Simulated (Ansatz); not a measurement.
Run report: SiC5, geometry relaxation (part 2 of 2)

Continued. System: SiC5 (Cm, 6 atoms in the cell). Method: DFT PBE+D3(BJ), scalar-relativistic, plane waves, PAW, no spin polarisation (Ansatz 0.2.0); cutoff 420 eV, 12×8×8 k-mesh, Gaussian smearing of 0.01 eV. The structure derives from a Materials Project entry. It belongs to a series of runs on one base structure; here: 1 of 6 C sites taken by Si, cell and atoms relaxed.

Geometry of the input (Å; fractional positions):
```
1.5338  0.0000  -3.3412
-2.3322  -4.0396  0.0120
-2.3322  4.0396  0.0120
Si 0.9791  0.4930  0.8264
C  0.9791  0.8264  0.4930
C  0.9791  0.1597  0.1597
C  0.0209  0.1736  0.5070
C  0.0209  0.5070  0.1736
C  0.0209  0.8403  0.8403
```

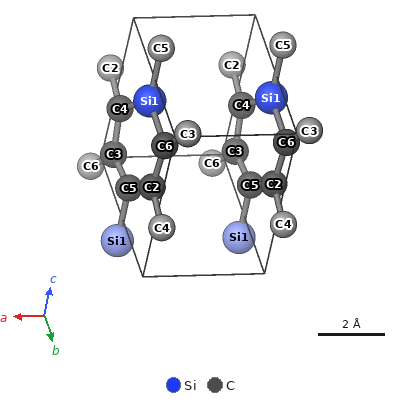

The geometry at step 3 of the log (ball-and-stick view of the cell of the calculation, seen at an oblique angle; neighbours outside the cell are drawn fainter; atoms are numbered from 1 in the order of the input).

The program's output, continued
```
SCF iter   1: F=—  HF=-1889.221670 eV  |F-HF|=—  |Δ(HF+E_count)|=         —  Δρ=2.05e-3  dr2=1.65e-3  ethr=6.63e-6  ⟨swp⟩=3.7  Hψ=31869  notcnv=0
preconditioner: auto → none  [insulator: Δε(μ)=0.113 eV  Ē_g=13.110 eV  σ=0.010 eV  W_gap=1.00  n_scr=12 (ndim 8)  ℏωp=23.1 eV  f_vac=0.000  D(μ)=0.00/eV (n_scr^D=0)  ε∞_Penn≈4.1]
SCF iter   2: F=—  HF=-1889.221364 eV  |F-HF|=—  |Δ(HF+E_count)|=   3.07e-4  Δρ=8.54e-4  dr2=1.85e-4  ethr=6.63e-6  ⟨swp⟩=2.7  Hψ=7327  notcnv=0
SCF iter   3: F=—  HF=-1889.221378 eV  |F-HF|=—  |Δ(HF+E_count)|=   1.38e-5  Δρ=1.94e-4  dr2=8.62e-6  ethr=7.71e-7  ⟨swp⟩=2.0  Hψ=6139  notcnv=0
iter 4 did not close the SCF: its close was put off for the readings that it lacked (scf_convergence_deferred on its scf_iter line)
SCF iter   4: F=-1889.221382 eV  HF=-1889.221382 eV  |F-HF|=1.37e-8  |Δ(HF+E_count)|=   4.22e-6  Δρ=2.20e-5  dr2=2.00e-7  ethr=3.59e-8  ⟨swp⟩=2.4  Hψ=6661  notcnv=0
iter 5 did not close the SCF: its close was put off for the readings that it lacked (scf_convergence_deferred on its scf_iter line)
SCF iter   5: F=-1889.221382 eV  HF=-1889.221382 eV  |F-HF|=1.25e-9  |Δ(HF+E_count)|=   3.18e-8  Δρ=3.98e-6  dr2=7.04e-9  ethr=8.32e-10  ⟨swp⟩=2.0  Hψ=5788  notcnv=0
SCF iter   6: F=-1889.221382 eV  HF=-1889.221382 eV  |F-HF|=3.23e-11  |Δ(HF+E_count)|=   2.90e-9  Δρ=1.03e-6  dr2=4.88e-10  ethr=2.93e-11  ⟨swp⟩=2.0  Hψ=12121  notcnv=0
SCF 5 converged in 6 iterations: F = -1889.221382 eV  dr2 = 4.88e-10
  greatest PAW one-centre occupation: 0.669 electrons in one spin orbital (limit 2), on the Si atom at site 0 (counted from 0), in its partial waves of l = 0
relax step   5: F+E_penalty+E_count = -1889.22138194 eV  Δ(F+E_penalty+E_count) = -4.925e-3 eV  max|allowed force component| = 4.283e-2 eV/Å  Δτ_max = 0.0269 Å  P = +0.070 GPa  Ω = 61.813 Å³  energy of the carried Pulay correction = +2.712e-3 eV  (6 SCF iters, dr2 threshold 6.00e-7 eV, accepted)
Crystal: 6 atoms, lattice volume = 61.610 Å³
Basis set: ecut = 420 eV, 1203 PW (Γ), exchange–correlation on 50×64×64 points (8 copies of the dense FFT grid, shifted against one another)
iter 1 solved again at ethr=1.89e-6 eV; its pass at ethr=3.10e-3 eV (dr2=4.53e-4 eV) is discarded
SCF iter   1: F=—  HF=-1889.222640 eV  |F-HF|=—  |Δ(HF+E_count)|=         —  Δρ=1.11e-3  dr2=4.26e-4  ethr=1.89e-6  ⟨swp⟩=3.4  Hψ=31551  notcnv=0
preconditioner: auto → none  [insulator: Δε(μ)=0.126 eV  Ē_g=13.107 eV  σ=0.010 eV  W_gap=1.00  n_scr=12 (ndim 8)  ℏωp=23.2 eV  f_vac=0.000  D(μ)=0.00/eV (n_scr^D=0)  ε∞_Penn≈4.1]
SCF iter   2: F=—  HF=-1889.222590 eV  |F-HF|=—  |Δ(HF+E_count)|=   4.98e-5  Δρ=4.83e-4  dr2=5.75e-5  ethr=1.78e-6  ⟨swp⟩=2.3  Hψ=6131  notcnv=0
SCF iter   3: F=—  HF=-1889.222599 eV  |F-HF|=—  |Δ(HF+E_count)|=   9.53e-6  Δρ=1.09e-4  dr2=2.89e-6  ethr=2.40e-7  ⟨swp⟩=2.0  Hψ=6100  notcnv=0
iter 4 did not close the SCF: its close was put off for the readings that it lacked (scf_convergence_deferred on its scf_iter line)
SCF iter   4: F=-1889.222601 eV  HF=-1889.222601 eV  |F-HF|=9.72e-9  |Δ(HF+E_count)|=   1.56e-6  Δρ=1.12e-5  dr2=4.73e-8  ethr=1.21e-8  ⟨swp⟩=2.8  Hψ=6627  notcnv=0
iter 5 did not close the SCF: its close was put off for the readings that it lacked (scf_convergence_deferred on its scf_iter line)
SCF iter   5: F=-1889.222601 eV  HF=-1889.222601 eV  |F-HF|=5.05e-10  |Δ(HF+E_count)|=   1.82e-8  Δρ=2.37e-6  dr2=2.65e-9  ethr=1.97e-10  ⟨swp⟩=2.0  Hψ=5877  notcnv=0
SCF iter   6: F=-1889.222601 eV  HF=-1889.222601 eV  |F-HF|=3.68e-11  |Δ(HF+E_count)|=   1.16e-9  Δρ=5.88e-7  dr2=2.20e-10  ethr=1.10e-11  ⟨swp⟩=2.0  Hψ=13444  notcnv=0
SCF 6 converged in 6 iterations: F = -1889.222601 eV  dr2 = 2.20e-10
relax step   6: F+E_penalty+E_count = -1889.22260105 eV  Δ(F+E_penalty+E_count) = -1.219e-3 eV  max|allowed force component| = 2.806e-2 eV/Å  Δτ_max = 0.0170 Å  P = -0.129 GPa  Ω = 61.610 Å³  energy of the carried Pulay correction = +3.271e-3 eV  (6 SCF iters, dr2 threshold 1.15e-7 eV, accepted)
Crystal: 6 atoms, lattice volume = 61.442 Å³
Basis set: ecut = 420 eV, 1201 PW (Γ), exchange–correlation on 50×64×64 points (8 copies of the dense FFT grid, shifted against one another)
iter 1 solved again at ethr=1.03e-6 eV; its pass at ethr=3.10e-3 eV (dr2=2.46e-4 eV) is discarded
SCF iter   1: F=—  HF=-1889.223238 eV  |F-HF|=—  |Δ(HF+E_count)|=         —  Δρ=6.70e-4  dr2=2.20e-4  ethr=1.03e-6  ⟨swp⟩=3.5  Hψ=31020  notcnv=0
preconditioner: auto → none  [insulator: Δε(μ)=0.120 eV  Ē_g=13.113 eV  σ=0.010 eV  W_gap=1.00  n_scr=12 (ndim 8)  ℏωp=23.2 eV  f_vac=0.000  D(μ)=0.00/eV (n_scr^D=0)  ε∞_Penn≈4.1]
SCF iter   2: F=—  HF=-1889.223188 eV  |F-HF|=—  |Δ(HF+E_count)|=   4.99e-5  Δρ=2.66e-4  dr2=2.36e-5  ethr=9.17e-7  ⟨swp⟩=2.3  Hψ=6425  notcnv=0
SCF iter   3: F=—  HF=-1889.223185 eV  |F-HF|=—  |Δ(HF+E_count)|=   3.05e-6  Δρ=6.13e-5  dr2=8.87e-7  ethr=9.82e-8  ⟨swp⟩=2.5  Hψ=6660  notcnv=0
iter 4 did not close the SCF: its close was put off for the readings that it lacked (scf_convergence_deferred on its scf_iter line)
SCF iter   4: F=-1889.223185 eV  HF=-1889.223185 eV  |F-HF|=7.07e-9  |Δ(HF+E_count)|=   5.32e-7  Δρ=8.84e-6  dr2=2.88e-8  ethr=3.70e-9  ⟨swp⟩=2.6  Hψ=6027  notcnv=0
iter 5 did not close the SCF: its close was put off for the readings that it lacked (scf_convergence_deferred on its scf_iter line)
SCF iter   5: F=-1889.223185 eV  HF=-1889.223185 eV  |F-HF|=4.74e-10  |Δ(HF+E_count)|=   1.30e-8  Δρ=1.33e-6  dr2=6.47e-10  ethr=1.20e-10  ⟨swp⟩=2.4  Hψ=6091  notcnv=0
SCF iter   6: F=-1889.223185 eV  HF=-1889.223185 eV  |F-HF|=1.86e-11  |Δ(HF+E_count)|=  5.98e-10  Δρ=2.98e-7  dr2=6.13e-11  ethr=2.69e-12  ⟨swp⟩=1.4  Hψ=11430  notcnv=0
SCF 7 converged in 6 iterations: F = -1889.223185 eV  dr2 = 6.13e-11
relax step   7: F+E_penalty+E_count = -1889.22318538 eV  Δ(F+E_penalty+E_count) = -5.843e-4 eV  max|allowed force component| = 6.580e-3 eV/Å  Δτ_max = 0.0085 Å  P = +0.004 GPa  Ω = 61.442 Å³  energy of the carried Pulay correction = +3.733e-3 eV  (6 SCF iters, dr2 threshold 9.34e-8 eV, accepted)
Initial wavefunctions: pseudopotential atomic-orbital guess (no wavefunctions were taken with the density)
iter 1 solved again at ethr=4.79e-7 eV; its pass at ethr=3.10e-3 eV (dr2=1.15e-4 eV) is discarded
SCF iter   1: F=—  HF=-1889.220073 eV  |F-HF|=—  |Δ(HF+E_count)|=         —  Δρ=1.18e-4  dr2=1.21e-6  ethr=4.79e-7  ⟨swp⟩=3.1  Hψ=35639  notcnv=0
preconditioner: auto → none  [insulator: Δε(μ)=0.119 eV  Ē_g=13.112 eV  σ=0.010 eV  W_gap=1.00  n_scr=12 (ndim 8)  ℏωp=23.2 eV  f_vac=0.000  D(μ)=0.00/eV (n_scr^D=0)  ε∞_Penn≈4.1]
SCF iter   2: F=—  HF=-1889.220071 eV  |F-HF|=—  |Δ(HF+E_count)|=   1.51e-6  Δρ=5.89e-5  dr2=2.54e-7  ethr=5.04e-9  ⟨swp⟩=2.3  Hψ=6532  notcnv=0
SCF iter   3: F=—  HF=-1889.220072 eV  |F-HF|=—  |Δ(HF+E_count)|=   1.40e-6  Δρ=5.34e-6  dr2=2.91e-9  ethr=1.06e-9  ⟨swp⟩=2.0  Hψ=6660  notcnv=0
iter 4 did not close the SCF: its close was put off for the readings that it lacked (scf_convergence_deferred on its scf_iter line)
SCF iter   4: F=-1889.220072 eV  HF=-1889.220072 eV  |F-HF|=1.57e-10  |Δ(HF+E_count)|=   1.28e-8  Δρ=5.82e-7  dr2=5.90e-11  ethr=1.21e-11  ⟨swp⟩=2.0  Hψ=6660  notcnv=0
iter 5 did not close the SCF: its close was put off for the readings that it lacked (scf_convergence_deferred on its scf_iter line)
SCF iter   5: F=-1889.220072 eV  HF=-1889.220072 eV  |F-HF|=6.82e-13  |Δ(HF+E_count)|=  1.66e-10  Δρ=9.53e-8  dr2=4.48e-12  ethr=1.00e-12  ⟨swp⟩=2.6  Hψ=6537  notcnv=0
SCF iter   6: F=-1889.220072 eV  HF=-1889.220072 eV  |F-HF|=4.55e-13  |Δ(HF+E_count)|=  2.73e-12  Δρ=2.37e-8  dr2=3.28e-13  ethr=1.00e-12  ⟨swp⟩=2.0  Hψ=11306  notcnv=0
SCF 8 converged in 6 iterations: F = -1889.220072 eV  dr2 = 3.28e-13
relax step   8: F+E_penalty+E_count = -1889.22007241 eV  Δ(F+E_penalty+E_count) = +3.113e-3 eV  max|allowed force component| = 6.589e-3 eV/Å  Δτ_max = 0.0000 Å  P = -0.105 GPa  Ω = 61.442 Å³  stress off target by 1.32e-1 GPa  SCF on the basis re-selected at this cell (its energy is not comparable with the rows above)  (6 SCF iters)
basis re-selected at this cell: Δ(F+E_penalty+E_count) = +3.113e-3 eV, ΔP = -0.109 GPa vs the last step (what re-selecting the basis moved, of the pressure what is left beyond the Pulay correction that the steps carried, after the strain that the cell walked since its last selection, with what the two solves' SCF thresholds leave and, on support functions, any second-order correction that the steps lacked; it is no measure of the basis error at this ecutwfc). This SCF's stress stands 1.32e-1 GPa from its target on what of the cell is left free (relax.cell.stress_tol is 1.50e-1 GPa) and its largest allowed force component is 6.59e-3 eV/Å (relax.f_tol is 1.50e-2 eV/Å): within both
SCF converged after 6 iterations
Free energy (F): -1889.220072 eV
Harris-Foulkes:  -1889.220072 eV  (|F-HF|=4.55e-13)
Internal energy: -1889.220072 eV  (E = F + TS)
E sigma→0 (E₀):  -1889.220072 eV
Fermi energy:    6.959242 eV
--- Per-component energies (eV) ---
  E_band       = -22.950758
  E_kinetic    = 492.081225
  E_local      = -761.993838  (includes V_loc(G=0)·N_el)
  E_nonlocal   = 162.177610
  E_hartree    = 232.110572
  E_xc         = -295.084334
  E_vxc        = -343.766026  (∫ρ·V_xc dr)
  E_paw        = -1008.969475  (= ΣΔE_a)
  E_vpaw       = -35.670920  (= ΣTr[D̂ρ^β])
  E_aug_tail   = 0.000044  (compensation charges beyond the density's cutoff)
  E_ewald      = -708.417833
  E_disp       = -1.124043  (pairwise vdW)
  E_smearing   = -0.000000  (= −TS)
  E_closure    = 0.000000  (closes the sum)
  Σ components = -1889.220072   (vs F -1889.220072, Δ=0.00e0)
--- Forces (eV/Å), atoms counted from 1 ---
  atom   1  Si     0.00585868     0.00000000     0.00103406
  atom   2  C     -0.00122736    -0.00658888    -0.00062792
  atom   3  C     -0.00122736     0.00658888    -0.00062792
  atom   4  C     -0.00471659    -0.00000000     0.00040945
  atom   5  C      0.00065635     0.00272402    -0.00009407
  atom   6  C      0.00065635    -0.00272402    -0.00009407
  max |Σ_I F_I| component: 4.74e-7 eV/Å
--- Stress (GPa, compression-positive) ---
       -0.109695       0.000000      -0.023308
        0.000000      -0.097686      -0.000000
       -0.023309      -0.000000      -0.107151
  P = ⅓ Tr σ = -0.1048 GPa (-1.048 kbar)
--- Band table (eV; the first three rows and the last of 222) ---
  k-point 0: bands = ["-11.0265", "-6.1002", "-5.0150", "-4.9407", "-1.9759", "-1.8874", "-1.1379", "1.9601", "4.6591", "4.6663", "6.2638", "6.6500", "7.0185", "9.4533", "10.6707", "14.2302", "14.2743", "14.8739"]
  k-point 1: bands = ["-10.9210", "-6.6250", "-5.1694", "-4.5675", "-2.3743", "-1.6638", "-0.2878", "2.0022", "4.2719", "4.4977", "5.5077", "6.6010", "7.7432", "9.5387", "10.9333", "14.0985", "14.4919", "14.9032"]
  k-point 2: bands = ["-10.6119", "-7.4970", "-5.5096", "-4.3288", "-2.2810", "-0.9762", "0.8375", "2.1386", "3.3899", "4.0623", "4.6064", "6.4027", "8.5982", "9.8999", "11.4788", "13.7320", "14.5901", "14.7827"]
  k-point 221: bands = ["-9.4853", "-8.6502", "-5.8409", "-4.4701", "-0.8833", "0.1467", "0.7353", "1.0291", "1.8004", "2.5500", "3.6720", "6.0085", "8.8824", "12.1557", "12.8003", "12.9598", "13.5600", "14.3566"]
--- Relaxed structure (7 steps of the walk, 7 accepted, 1 SCFs on fresh bases) ---
  F+E_penalty+E_count = -1889.22007241 eV   max|allowed force component| = 6.589e-3 eV/Å   (the final SCF, on the basis selected at the relaxed cell)
  cell:  # Å, volume = 61.4421 Å³
    - [1.5549728316812002, 3.603196460350363e-20, -3.305640036630265]
    - [-2.3232680207185137, -4.025253293648267, 0.030743080566946187]
    - [-2.3232680207185137, 4.025253293648267, 0.030743080566946187]
  atoms:
    - { symbol: Si, position: [0.9801342806892924, 0.4934996741702386, 0.8268330075035719] }
    - { symbol: C, position: [1.0043100221223276, 0.8340893025055428, 0.5015949577061222] }
    - { symbol: C, position: [1.0043100221223276, 0.16826162437278872, 0.16742263583887598] }
    - { symbol: C, position: [0.00859073039581315, 0.12319577546765517, 0.45652910880098857] }
    - { symbol: C, position: [0.0013274723351194406, 0.5004716095784874, 0.21381534723862095] }
    - { symbol: C, position: [0.0013274723351194458, 0.880482013905288, 0.8338049429118211] }
```

Trajectory as extended XYZ (Å, eV, eV/Å), 8 frames, from step=1 to step=8
```
6
Lattice="1.5338 0.0000 -3.3412 -2.3322 -4.0396 0.0120 -2.3322 4.0396 0.0120" Properties=species:S:1:pos:R:3:forces:R:3 step=1 energy=-1885.14543 pressure_GPa=12.50
Si   -1.5754    1.3465   -3.2555   -0.0155   0.0000   1.6542
C    -1.5754   -1.3465   -3.2555    0.0274   0.0958  -2.1566
C     0.7568    0.0000   -3.2675    0.0274  -0.0958  -2.1566
C    -1.5552    1.3465   -0.0617   13.0735   0.0000   0.6972
C    -1.5552   -1.3465   -0.0617   -6.5565  11.3673   0.9808
C    -3.8875    0.0000   -0.0497   -6.5565 -11.3673   0.9808
6
Lattice="1.5377 0.0000 -3.2753 -2.3212 -4.0185 0.0195 -2.3212 4.0185 0.0195" Properties=species:S:1:pos:R:3:forces:R:3 step=2 energy=-1888.28508 pressure_GPa=4.90
Si   -1.5560    1.3395   -3.1503   -0.0897   0.0000   0.5056
C    -1.5567   -1.3392   -3.2883    0.0405   0.1373   0.4674
C     0.7645   -0.0003   -3.3078    0.0405  -0.1373   0.4674
C    -1.4443    1.3395   -0.0074    5.8928   0.0000  -0.5577
C    -1.6003   -1.2489    0.0128   -2.9421   5.0900  -0.4412
C    -3.9215   -0.0906    0.0323   -2.9421  -5.0900  -0.4412
6
Lattice="1.5553 0.0000 -3.3957 -2.3102 -4.0011 0.0372 -2.3102 4.0011 0.0372" Properties=species:S:1:pos:R:3:forces:R:3 step=3 energy=-1889.17488 pressure_GPa=3.93
Si   -1.5236    1.3337   -3.3183   -0.0875   0.0000   0.0488
C    -1.5238   -1.3320   -3.3416   -0.0488   0.0286  -0.2285
C     0.7865   -0.0017   -3.3788   -0.0488  -0.0286  -0.2285
C    -1.3440    1.3337   -0.0155    0.8877   0.0000   0.2213
C    -1.6403   -1.1628    0.0267   -0.3513   0.7251   0.0934
C    -3.9505   -0.1709    0.0640   -0.3513  -0.7251   0.0934
6
Lattice="1.5669 0.0000 -3.3473 -2.3205 -4.0198 0.0405 -2.3205 4.0198 0.0405" Properties=species:S:1:pos:R:3:forces:R:3 step=4 energy=-1889.21646 pressure_GPa=0.91
Si   -1.5269    1.3399   -3.2795   -0.0516   0.0000   0.1005
C    -1.5258   -1.3374   -3.2947   -0.0289   0.0031  -0.0267
C     0.7946   -0.0025   -3.3352   -0.0289  -0.0031  -0.0267
C    -1.3355    1.3399    0.0060    0.2179   0.0000   0.0002
C    -1.6540   -1.1561    0.0319   -0.0542   0.1672  -0.0237
C    -3.9745   -0.1838    0.0724   -0.0542  -0.1672  -0.0237
6
Lattice="1.5575 0.0000 -3.3273 -2.3230 -4.0251 0.0327 -2.3230 4.0251 0.0327" Properties=species:S:1:pos:R:3:forces:R:3 step=5 energy=-1889.22138 pressure_GPa=0.07
Si   -1.5408    1.3417   -3.2433    0.0061   0.0000   0.0428
C    -1.5387   -1.3392   -3.2917   -0.0043   0.0163  -0.0129
C     0.7843   -0.0025   -3.3244   -0.0043  -0.0163  -0.0129
C    -1.3330    1.3417   -0.0021    0.0001   0.0000  -0.0096
C    -1.6573   -1.1538    0.0216    0.0013   0.0086  -0.0037
C    -3.9802   -0.1879    0.0542    0.0013  -0.0086  -0.0037
6
Lattice="1.5536 0.0000 -3.3125 -2.3237 -4.0261 0.0296 -2.3237 4.0261 0.0296" Properties=species:S:1:pos:R:3:forces:R:3 step=6 energy=-1889.22260 pressure_GPa=-0.13
Si   -1.5455    1.3420   -3.2159    0.0046   0.0000   0.0120
C    -1.5436   -1.3393   -3.2853    0.0076   0.0155  -0.0021
C     0.7801   -0.0027   -3.3149    0.0076  -0.0155  -0.0021
C    -1.3331    1.3420   -0.0079   -0.0281   0.0000  -0.0094
C    -1.6579   -1.1535    0.0173    0.0041  -0.0198   0.0008
C    -3.9816   -0.1885    0.0469    0.0041   0.0198   0.0008
6
Lattice="1.5550 0.0000 -3.3056 -2.3233 -4.0253 0.0307 -2.3233 4.0253 0.0307" Properties=species:S:1:pos:R:3:forces:R:3 step=7 energy=-1889.22319 pressure_GPa=0.00
Si   -1.5434    1.3418   -3.1994    0.0059   0.0000   0.0011
C    -1.5415   -1.3384   -3.2788   -0.0012  -0.0066  -0.0005
C     0.7818   -0.0034   -3.3096   -0.0012   0.0066  -0.0005
C    -1.3335    1.3418   -0.0106   -0.0048   0.0000   0.0002
C    -1.6574   -1.1539    0.0176    0.0007   0.0027  -0.0002
C    -3.9807   -0.1879    0.0483    0.0007  -0.0027  -0.0002
6
Lattice="1.5550 0.0000 -3.3056 -2.3233 -4.0253 0.0307 -2.3233 4.0253 0.0307" Properties=species:S:1:pos:R:3:forces:R:3 step=8 energy=-1889.22007 pressure_GPa=-0.10
Si   -1.5434    1.3418   -3.1994    0.0059   0.0000   0.0010
C    -1.5415   -1.3384   -3.2788   -0.0012  -0.0066  -0.0006
C     0.7818   -0.0034   -3.3096   -0.0012   0.0066  -0.0006
C    -1.3335    1.3418   -0.0106   -0.0047   0.0000   0.0004
C    -1.6574   -1.1539    0.0176    0.0007   0.0027  -0.0001
C    -3.9807   -0.1879    0.0483    0.0007  -0.0027  -0.0001
```

Key numbers

```tsv
quantity	value
outcome	converged
space group (tolerance 0.01 Å)	Cm (8)
electrons treated	24
free energy	−1889.2201 eV
Fermi energy	6.959 eV
gap on the k-point mesh	0.12 eV
pressure	−0.10 GPa
final volume	61.44 Å³
largest force (length of the vector) at the end	0.007 eV/Å
final cell	a = 3.653 Å, b = 4.648 Å, c = 4.648 Å, α = 120.01°, β = 102.64°, γ = 102.64°
hardware	1 thread of Intel Xeon (Granite Rapids), 128 GiB of memory available, shared host
wall time	1.9 min
peak memory	0.58 GiB
```
